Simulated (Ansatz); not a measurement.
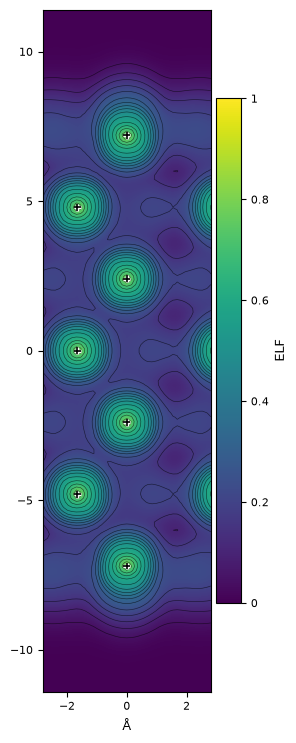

The electron localisation function on a plane through atoms (crosses mark nuclei in the plane).

Computed with DFT PBEsol, scalar-relativistic, plane waves, PAW in Ansatz 0.2.0.

Candidates:
A. Au (slab), a = 2.82 Å, b = 2.89 Å, c = 29.40 Å, α = 90.00°, β = 90.00°, γ = 119.26°. Changed on purpose from its base cell (repeats removed: -1); computed without spin polarisation.
B. Ir, a = 2.95 Å, b = 2.95 Å, c = 3.25 Å, α = 90.00°, β = 90.00°, γ = 90.00°. Space group I4/mmm; computed pressure about 7 GPa in this cell; computed without spin polarisation.

> Which system is this?

Candidate A: Au on the (110) plane of the calculation cell, a cut from vacuum to vacuum, which holds Au.
